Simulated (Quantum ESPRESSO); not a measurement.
## CdO$_{2}$: relaxation of cell and atoms (part 3 of 3)

The same run, continued: CdO$_{2}$ (P-3m1, 3 atoms in the cell); Kohn-Sham DFT of a periodic cell, PBEsol, GBRV 1.5 PBEsol, no spin polarisation (Quantum ESPRESSO 7.5); cutoff 707.5 eV, 9×9×7 k-mesh, fermi-dirac of 0.05 eV. The structure derives from a Materials Project entry.

Geometry of the input (Å; fractional positions):
```
3.4762  0.0000  0.0000
-1.7381  3.0105  0.0000
0.0000  0.0000  4.1481
Cd 0.0000  0.0000  0.0000
O  0.3333  0.6667  0.2442
O  0.6667  0.3333  0.7558
```

## What the program printed, continued
```
    -9.3164  -8.7680   0.3019   0.3040   1.0984   1.3225   1.3530   4.9509
     5.8589   6.2658   6.6337   8.0759   8.1160  14.4295  15.8167  21.5059
    22.5075  23.9515  25.6025

          k = 0.0000 0.3241-0.0000 (  1491 PWs)   bands (ev):

    -9.8750  -8.0643   0.4698   0.6226   0.8195   1.3244   1.4127   4.8457
     5.5796   5.8277   6.6948   8.1386   8.2900  13.2492  18.3664  19.4053
    22.6714  24.5946  25.6593

          k = 0.0000 0.3241 0.1682 (  1494 PWs)   bands (ev):

    -9.8000  -8.1246   0.4176   0.4610   1.0073   1.2426   1.4190   4.5199
     5.8737   6.2373   7.2353   7.7089   7.7505  13.4328  18.0840  19.4732
    23.0010  23.8135  26.7275

          k = 0.0000 0.3241 0.3364 (  1499 PWs)   bands (ev):

    -9.5677  -8.3492   0.3883   0.3928   1.0703   1.2563   1.3920   4.3486
     6.1771   6.6651   6.9672   7.3188   7.6633  13.9526  17.2912  19.9384
    23.0884  23.1784  26.0407

          k = 0.0000 0.3241 0.5046 (  1493 PWs)   bands (ev):

    -9.2359  -8.6864   0.3962   0.4113   1.0244   1.3547   1.3666   4.3288
     6.0030   6.4312   6.9620   7.5866   7.6206  14.7278  16.2232  20.4662
    22.7642  23.1953  26.1106

          k = 0.0000 0.4861-0.0000 (  1492 PWs)   bands (ev):

    -9.5115  -8.3520   0.6767   0.7993   1.0062   1.4736   1.4736   4.1810
     5.1884   5.6131   6.0947   8.0164   8.4258  14.5309  18.1765  19.7137
    23.1213  23.4331  24.9058

          k = 0.0000 0.4861 0.1682 (  1495 PWs)   bands (ev):

    -9.4848  -8.3367   0.5924   0.6087   1.0612   1.4050   1.4924   4.0322
     5.5345   6.0354   6.4585   7.5576   8.0731  14.5078  18.0388  19.4669
    23.0720  23.3452  26.3199

          k = 0.0000 0.4861 0.3364 (  1494 PWs)   bands (ev):

    -9.3484  -8.4165   0.4349   0.5085   1.1002   1.4244   1.4849   3.9514
     5.9383   6.0811   6.6782   7.5404   7.5646  14.7096  17.4187  19.4848
    22.7552  23.2319  26.6185

          k = 0.0000 0.4861 0.5046 (  1497 PWs)   bands (ev):

    -9.1521  -8.5855   0.3869   0.4798   1.1298   1.4646   1.5092   3.9559
     5.2578   6.3803   7.3193   7.3502   7.3752  15.2130  16.4493  19.8288
    22.8739  22.8832  27.0316

          k = 0.0000 0.6482-0.0000 (  1502 PWs)   bands (ev):

    -9.1549  -8.6412   0.7485   0.7666   1.0291   1.6131   1.7432   4.0054
     4.7512   5.5704   5.8444   7.6478   8.5835  15.4276  17.4163  20.7870
    22.6666  23.2478  24.4599

          k = 0.0000 0.6482 0.1682 (  1494 PWs)   bands (ev):

    -9.1736  -8.5801   0.6286   0.6901   1.0809   1.6188   1.6926   3.8988
     5.0084   5.6051   6.0377   7.6392   8.3464  15.3704  17.4565  20.1789
    22.2476  23.2585  26.3072

          k = 0.0000 0.6482 0.3364 (  1491 PWs)   bands (ev):

    -9.1385  -8.5385   0.4155   0.5690   1.2993   1.6151   1.6688   3.7317
     4.9863   5.5485   6.6044   7.8445   7.8573  15.4447  17.1720  19.4715
    22.4379  23.0802  27.6018

          k = 0.0000 0.6482 0.5046 (  1498 PWs)   bands (ev):

    -9.0745  -8.5495   0.2766   0.4926   1.5950   1.6087   1.6664   3.5058
     4.4981   6.0802   7.1319   7.3670   7.8314  15.7358  16.4254  19.5328
    22.7982  22.8633  27.6717

          k = 0.1403 0.2431-0.0000 (  1495 PWs)   bands (ev):

    -9.9587  -7.9947   0.3889   0.6352   0.6505   1.3642   1.3970   5.0782
     5.6428   5.8255   7.3425   7.6071   8.4032  12.8956  18.0426  19.8248
    22.4207  24.9712  25.8781

          k = 0.1403 0.2431 0.1682 (  1496 PWs)   bands (ev):

    -9.8662  -8.0912   0.4015   0.4848   0.8463   1.3213   1.3927   4.9020
     5.6851   6.1249   6.8863   7.9455   8.1998  13.1640  17.9116  20.0055
    22.3818  23.6161  27.2457

          k = 0.1403 0.2431 0.3364 (  1498 PWs)   bands (ev):

    -9.6059  -8.3615   0.3957   0.4217   1.0253   1.2707   1.3707   4.6735
     5.8063   6.2696   6.8411   7.6377   8.1998  13.8310  17.2255  20.4600
    22.2061  23.2222  26.5900

          k = 0.1403 0.2431 0.5046 (  1485 PWs)   bands (ev):

    -9.2377  -8.7389   0.3728   0.4189   1.1025   1.2456   1.3872   4.5433
     5.7661   6.3391   7.0336   7.3748   8.1401  14.6947  16.1167  20.9029
    22.1303  23.5409  26.0325

          k = 0.1403 0.4051-0.0000 (  1488 PWs)   bands (ev):

    -9.6469  -8.2421   0.5791   0.8428   0.9893   1.3465   1.4096   4.2562
     5.3032   5.5865   6.8345   7.7828   8.3277  14.1202  18.6690  19.2348
    22.5373  24.2352  25.1274

          k = 0.1403 0.4051 0.1682 (  1494 PWs)   bands (ev):

    -9.5891  -8.2742   0.5335   0.6823   1.1268   1.2198   1.4538   4.1858
     5.3153   6.1038   7.0836   7.2959   8.1667  14.1922  18.4828  19.2504
    22.1888  23.8621  26.5078

          k = 0.1403 0.4051 0.3364 (  1488 PWs)   bands (ev):

    -9.4046  -8.4207   0.4999   0.5439   1.0954   1.2532   1.4736   4.1353
     5.5603   6.4362   6.7856   7.1060   8.1202  14.5104  17.6392  19.5970
    21.8938  23.7459  26.2761

          k = 0.1403 0.4051 0.5046 (  1496 PWs)   bands (ev):

    -9.1538  -8.6507   0.4670   0.5190   1.0472   1.2910   1.5110   4.1328
     5.5290   6.4980   6.5192   7.2765   8.1015  15.0964  16.5010  20.0620
    21.9566  23.6367  26.2338

          k = 0.1403 0.5672-0.0000 (  1498 PWs)   bands (ev):

    -9.2860  -8.5205   0.7326   0.8606   1.0548   1.4942   1.6082   3.6925
     5.1020   5.7419   6.1694   7.6877   8.2637  15.1544  17.8622  20.2980
    22.4743  23.5719  24.8096

          k = 0.1403 0.5672 0.1682 (  1494 PWs)   bands (ev):

    -9.2788  -8.4875   0.6456   0.7431   1.0934   1.4467   1.6171   3.7756
     4.9731   6.1749   6.4155   7.2882   8.1745  15.1157  17.8903  19.9536
    21.7157  24.1446  25.8541

          k = 0.1403 0.5672 0.3364 (  1495 PWs)   bands (ev):

    -9.1945  -8.5048   0.5041   0.6141   1.2049   1.4247   1.6290   3.8429
     5.1164   5.6557   6.9095   7.2033   8.1436  15.2497  17.5496  19.4500
    21.6751  23.8397  26.4701

          k = 0.1403 0.5672 0.5046 (  1499 PWs)   bands (ev):

    -9.0730  -8.5836   0.4093   0.5655   1.2925   1.4914   1.6317   3.8538
     4.7929   5.8774   6.3979   7.8027   8.0594  15.6501  16.6458  19.6148
    21.9053  23.5133  26.5429

          k = 0.1403 0.7292-0.0000 (  1502 PWs)   bands (ev):

    -9.0470  -8.7200   0.7863   0.7880   1.0698   1.5983   1.7131   3.5074
     5.2065   5.6806   5.9617   7.4650   8.3079  15.5895  17.5489  20.6121
    22.6895  23.2970  24.5947

          k = 0.1403 0.7292 0.1682 (  1503 PWs)   bands (ev):

    -9.0392  -8.6964   0.6709   0.7843   1.1485   1.5870   1.7320   3.5726
     5.0003   5.4343   6.2184   7.6349   8.2716  15.6192  17.6503  20.3868
    21.2431  23.6961  26.3612

          k = 0.1403 0.7292 0.3364 (  1494 PWs)   bands (ev):

    -9.0207  -8.6435   0.4936   0.6816   1.3558   1.5803   1.7752   3.6097
     4.7508   5.0900   6.7476   7.5249   8.3686  15.7329  17.4883  19.3477
    21.5120  23.5144  26.9367

          k = 0.1403 0.7292 0.5046 (  1498 PWs)   bands (ev):

    -9.0050  -8.6010   0.3625   0.5854   1.5165   1.6163   1.8346   3.4691
     4.3924   5.5747   6.4347   7.8471   8.2715  15.9963  16.6804  19.4106
    21.8567  23.3774  26.6770

          k = 0.2807 0.4861-0.0000 (  1489 PWs)   bands (ev):

    -9.3395  -8.4673   0.7000   1.0100   1.0732   1.4077   1.4783   3.5120
     5.2211   5.7555   7.1335   7.1387   7.9948  15.0424  18.1988  20.0335
    22.1822  23.7363  25.2104

          k = 0.2807 0.4861 0.1682 (  1486 PWs)   bands (ev):

    -9.2908  -8.4910   0.6759   0.9197   1.1416   1.3287   1.5492   3.6592
     4.8445   6.2398   6.4320   7.4424   8.1569  15.0920  18.3987  19.9780
    20.8688  23.9832  26.5086

          k = 0.2807 0.4861 0.3364 (  1495 PWs)   bands (ev):

    -9.1627  -8.5629   0.6199   0.7680   1.1976   1.3065   1.5987   4.0000
     4.5762   5.7593   6.6742   7.3380   8.4648  15.2879  18.2043  19.1850
    20.9362  23.8586  26.4186

          k = 0.2807 0.4861 0.5046 (  1496 PWs)   bands (ev):

    -9.0187  -8.6616   0.5873   0.6397   1.1963   1.3405   1.6271   4.1067
     4.7842   5.5701   6.0956   7.7793   8.5000  15.7079  16.9165  19.6248
    21.2834  23.7086  26.0599

          k = 0.2807 0.6482-0.0000 (  1486 PWs)   bands (ev):

    -9.0467  -8.6912   0.8044   0.9402   1.1565   1.4850   1.5332   3.0426
     5.6381   6.0789   6.4138   7.1931   7.6098  15.5695  18.1554  19.9021
    22.8391  23.3442  25.2748

          k = 0.2807 0.6482 0.1682 (  1494 PWs)   bands (ev):

    -9.0388  -8.6695   0.7611   0.8687   1.2210   1.4423   1.6018   3.1930
     5.0998   5.9572   6.8921   6.9097   7.9268  15.6166  18.2777  20.0538
    20.7455  24.8707  25.7173

          k = 0.2807 0.6482 0.3364 (  1500 PWs)   bands (ev):

    -8.9920  -8.6542   0.6680   0.7728   1.3627   1.4216   1.6560   3.5812
     4.7185   5.2306   6.3687   7.6920   8.3552  15.8175  18.1800  19.3012
    20.5012  24.3296  25.9459

          k = 0.2807 0.6482 0.5046 (  1497 PWs)   bands (ev):

    -8.9358  -8.6619   0.5986   0.7120   1.3756   1.5397   1.6696   3.9492
     4.5666   4.9860   5.6148   8.2731   8.5038  16.2229  17.1535  19.4432
    20.8135  23.9025  25.6031

          k = 0.4210 0.7292-0.0000 (  1473 PWs)   bands (ev):

    -8.8528  -8.8528   0.9170   0.9170   1.2309   1.4467   1.4467   2.7761
     6.3201   6.3201   6.7107   6.7107   6.8916  15.6671  18.9671  18.9671
    23.2258  23.2953  26.4136

          k = 0.4210 0.7292 0.1682 (  1488 PWs)   bands (ev):

    -8.8402  -8.8402   0.8786   0.8786   1.3062   1.4685   1.4685   2.9170
     5.6271   5.6271   6.6497   7.4283   7.4283  15.7598  19.1150  19.1150
    20.7592  25.8826  25.8826

          k = 0.4210 0.7292 0.3364 (  1500 PWs)   bands (ev):

    -8.8115  -8.8115   0.8057   0.8057   1.4621   1.5005   1.5005   3.3667
     4.9666   4.9666   5.9874   8.1464   8.1464  16.0351  18.8065  19.4745
    19.4745  25.1183  25.1183

          k = 0.4210 0.7292 0.5046 (  1500 PWs)   bands (ev):

    -8.7882  -8.7882   0.7563   0.7563   1.5129   1.5129   1.5719   4.1256
     4.6111   4.6111   5.0734   8.5509   8.5509  16.5021  17.4840  19.7979
    19.7979  24.6216  24.6216

          k = 0.0000 0.1620-0.1682 (  1498 PWs)   bands (ev):

   -10.0326  -7.9694   0.3033   0.3033   0.6263   1.4018   1.4025   5.3477
     6.1465   6.2987   6.9400   8.0197   8.1469  12.4034  17.2770  21.2124
    21.9476  24.0457  27.2941

          k = 0.0000 0.1620-0.3364 (  1504 PWs)   bands (ev):

    -9.7383  -8.3117   0.2745   0.3349   0.9030   1.3567   1.3617   5.2159
     5.9410   5.9964   7.2344   7.5446   8.3647  13.3549  16.8176  21.6268
    21.9340  23.4513  26.9660

          k = 0.0000 0.1620-0.5046 (  1492 PWs)   bands (ev):

    -9.3072  -8.7794   0.2877   0.3330   1.1124   1.3259   1.3377   5.0432
     5.7562   6.0381   6.8462   7.8578   8.3435  14.4632  15.8043  21.7856
    22.1762  23.7179  26.0594

          k = 0.0000 0.3241-0.1682 (  1494 PWs)   bands (ev):

    -9.7755  -8.1727   0.5173   0.6512   0.8407   1.3454   1.3666   5.1788
     5.3269   5.6447   6.2415   8.3902   8.4335  13.5054  18.2677  19.8181
    22.3213  22.7261  27.4982

          k = 0.0000 0.3241-0.3364 (  1499 PWs)   bands (ev):

    -9.5196  -8.4264   0.5183   0.5234   1.0275   1.3234   1.3332   4.8382
     5.3990   5.7170   6.4942   8.1296   8.3814  14.1185  17.4467  20.3541
    22.1614  22.2871  27.8195

          k = 0.0000 0.3241-0.5046 (  1493 PWs)   bands (ev):

    -9.1772  -8.7580   0.4428   0.4669   1.0512   1.3238   1.3729   4.4821
     5.6005   6.0062   7.0284   7.6239   8.0978  14.8768  16.2016  20.6601
    22.3334  22.8386  26.8098

          k = 0.0000 0.4861-0.1682 (  1495 PWs)   bands (ev):

    -9.4147  -8.4449   0.6970   0.8546   1.0244   1.4356   1.5419   4.2829
     5.1486   5.1675   5.8537   8.4163   8.5013  14.7097  18.5009  19.5907
    21.5745  22.7656  27.3587

          k = 0.0000 0.4861-0.3364 (  1494 PWs)   bands (ev):

    -9.2199  -8.5936   0.6272   0.6916   1.1452   1.4219   1.5641   4.3312
     4.5763   5.4587   6.2969   8.2670   8.4027  15.0036  17.9390  19.2250
    21.8349  22.5324  27.9912

          k = 0.0000 0.4861-0.5046 (  1497 PWs)   bands (ev):

    -9.0436  -8.7160   0.4957   0.5284   1.1733   1.4396   1.5566   4.0911
     4.7289   5.9505   6.8994   7.7857   7.9892  15.4007  16.5095  19.7824
    22.5556  22.5749  27.6806

          k = 0.0000 0.6482-0.1682 (  1494 PWs)   bands (ev):

    -9.0858  -8.6878   0.7019   0.7306   1.1441   1.6004   1.7937   3.8917
     4.8835   5.1643   5.8160   8.0657   8.4897  15.5183  17.5578  20.5333
    21.2889  23.0587  26.7705

          k = 0.0000 0.6482-0.3364 (  1491 PWs)   bands (ev):

    -9.0181  -8.6846   0.5124   0.6125   1.3699   1.5965   1.8474   3.6241
     4.5502   5.3407   6.3762   8.0902   8.2620  15.6141  17.4054  19.2699
    22.0315  22.8470  27.6995

          k = 0.0000 0.6482-0.5046 (  1498 PWs)   bands (ev):

    -9.0193  -8.6165   0.3202   0.5100   1.5685   1.6017   1.8375   3.3918
     4.3517   5.9202   6.9667   7.5387   8.0651  15.8009  16.5095  19.4459
    22.6590  22.7646  27.7494

          k =-0.1403 0.4051-0.1682 (  1494 PWs)   bands (ev):

    -9.5610  -8.3217   0.6074   0.8459   0.9843   1.3334   1.4228   4.3965
     4.9841   5.8564   6.2454   8.1309   8.3994  14.2806  18.8757  19.1983
    21.6386  23.1777  27.3935

          k =-0.1403 0.4051-0.3364 (  1488 PWs)   bands (ev):

    -9.3514  -8.4984   0.5752   0.6977   1.0647   1.2834   1.4688   4.4226
     4.9258   5.8054   6.5211   7.7930   8.4886  14.6555  17.8814  19.5921
    21.4441  23.0871  27.1856

          k =-0.1403 0.4051-0.5046 (  1496 PWs)   bands (ev):

    -9.0989  -8.7166   0.5005   0.5778   1.0679   1.2745   1.5150   4.2309
     5.2236   5.9476   6.9931   7.2758   8.2982  15.2012  16.5184  20.0884
    21.7844  23.3525  26.6135

          k =-0.1403 0.5672-0.1682 (  1494 PWs)   bands (ev):

    -9.2068  -8.5838   0.7014   0.8738   1.1199   1.4944   1.6520   3.7502
     4.8293   5.5882   5.9842   8.0669   8.3301  15.2706  18.1117  20.2780
    20.8771  23.2893  27.0156

          k =-0.1403 0.5672-0.3364 (  1495 PWs)   bands (ev):

    -9.0728  -8.6577   0.5681   0.7638   1.2369   1.5235   1.6793   3.9104
     4.4131   5.3410   6.5907   7.7048   8.5649  15.4458  18.0193  19.0428
    21.3523  23.1861  27.2729

          k =-0.1403 0.5672-0.5046 (  1499 PWs)   bands (ev):

    -8.9952  -8.6756   0.4390   0.6264   1.3044   1.5687   1.6376   3.9027
     4.4089   5.6305   6.6647   7.6046   8.4074  15.7457  16.7462  19.5024
    21.7997  23.2671  26.8325

          k =-0.2807 0.6482-0.1682 (  1494 PWs)   bands (ev):

    -9.0080  -8.7050   0.7455   0.9363   1.2062   1.4946   1.5741   3.1665
     5.1356   5.7655   6.5455   7.3785   7.9328  15.6477  18.3469  20.0300
    20.6805  24.3319  26.5849

          k =-0.2807 0.6482-0.3364 (  1500 PWs)   bands (ev):

    -8.9457  -8.7064   0.6404   0.8503   1.3010   1.5529   1.6307   3.5516
     4.5773   5.1852   6.4349   7.6477   8.4642  15.8542  18.4379  18.9995
    20.5137  24.0821  26.2179

          k =-0.2807 0.6482-0.5046 (  1497 PWs)   bands (ev):

    -8.9112  -8.6893   0.5799   0.7499   1.3538   1.6207   1.6390   4.0053
     4.3149   5.0606   5.6780   8.1828   8.6078  16.2318  17.2057  19.3793
    20.8169  23.8265  25.6779

     the Fermi energy is     8.0068 ev

!    total energy              =    -178.64796320 Ry
     estimated scf accuracy    <          4.1E-12 Ry
     smearing contrib. (-TS)   =      -0.00157669 Ry
     internal energy E=F+TS    =    -178.64638651 Ry

     The total energy is F=E-TS. E is the sum of the following terms:
     one-electron contribution =     -25.20316062 Ry
     hartree contribution      =      33.41870219 Ry
     xc contribution           =     -53.12753643 Ry
     ewald contribution        =    -133.73439165 Ry

     convergence has been achieved in  11 iterations

     negative rho (up, down):  2.111E-02 0.000E+00

     Forces acting on atoms (cartesian axes, Ry/au):

     atom    1 type  1   force =     0.00000000   -0.00000000   -0.00000000
     atom    2 type  2   force =     0.00000000    0.00000000   -0.00009262
     atom    3 type  2   force =    -0.00000000   -0.00000000    0.00009262

     Total force =     0.000131     Total SCF correction =     0.000001

     Computing stress (Cartesian axis) and pressure

     negative rho (up, down):  2.111E-02 0.000E+00
          total   stress  (Ry/bohr**3)                   (kbar)     P=       -0.63
   0.00000813   0.00000000   0.00000000            1.20        0.00        0.00
   0.00000000   0.00000813   0.00000000            0.00        1.20        0.00
   0.00000000   0.00000000  -0.00002904            0.00        0.00       -4.27

=------------------------------------------------------------------------------=
   JOB DONE.
=------------------------------------------------------------------------------=
```

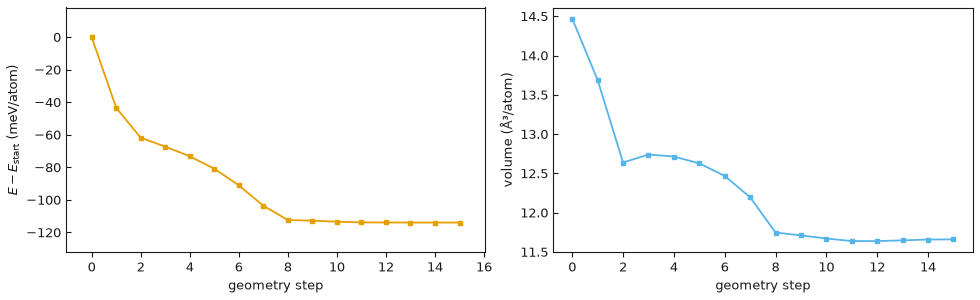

**Figure 1.** Progress of the relaxation, step by step (steps are counted from 0).

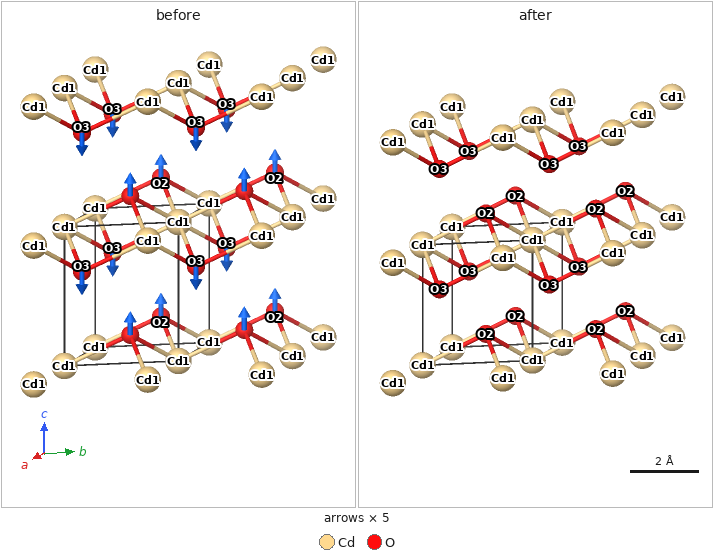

**Figure 2.** Before (left) and after (right) the relaxation, at one scale (ball-and-stick view of the cell of the calculation, repeated 2 × 2 × 2, seen slightly off an axis). The blue arrows give the displacements (without the part carried along by the change of the cell), magnified 5 times. The largest moves relative to the cell, 0.14 Å, are those of O2 and O3. Cd stays in place. Cell: a = b 3.476 → 3.352 Å (−3.6 %), c 4.148 → 3.595 Å (−13.3 %). Volume −19.4 %. Distances before and after: Cd1–O2 2.248 → 2.188 Å. The space group stays P-3m1 (No. 164). Over 15 geometry steps the energy falls by 114 meV per atom. Largest force component: 0.27 eV/Å at the start, 0.00017 eV/Å at the end. (Atoms are counted from 1 in the order of the input.)

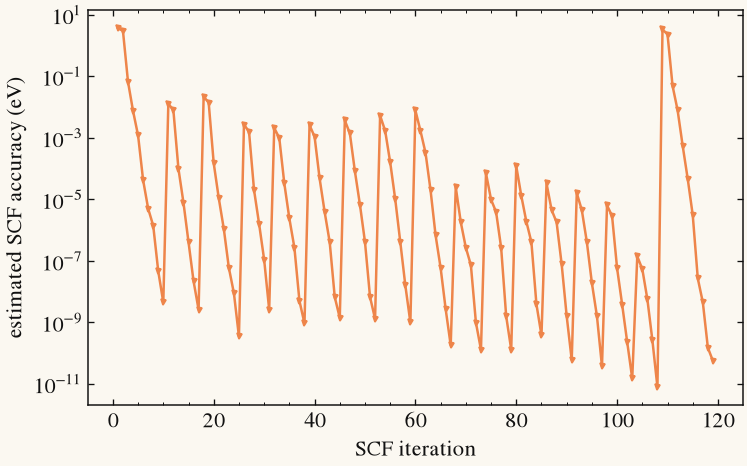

**Figure 3.** Convergence of the self-consistent field: estimated SCF accuracy against the iteration. The field takes 119 iterations in all.

## Key numbers

```json
{"quantity": "outcome", "value": "converged"}
{"quantity": "space group (tolerance 0.01 Å)", "value": "P-3m1 (164)"}
{"quantity": "electrons treated", "value": "24"}
{"quantity": "free energy", "value": "−2430.6294 eV"}
{"quantity": "Fermi energy", "value": "8.007 eV"}
{"quantity": "gap on the k-point mesh", "value": "none (metallic)"}
{"quantity": "pressure", "value": "−0.06 GPa"}
{"quantity": "final volume", "value": "34.98 Å³"}
{"quantity": "largest force (length of the vector) at the end", "value": "0.002 eV/Å"}
{"quantity": "final cell", "value": "a = 3.352 Å, b = 3.352 Å, c = 3.595 Å, α = 90.00°, β = 90.00°, γ = 120.00°"}
{"quantity": "wall time", "value": "2.7 min (CPU time 5.3 min)"}
{"quantity": "peak memory", "value": "0.4 GiB"}
```

## Notes

Notes on the run: negative rho.
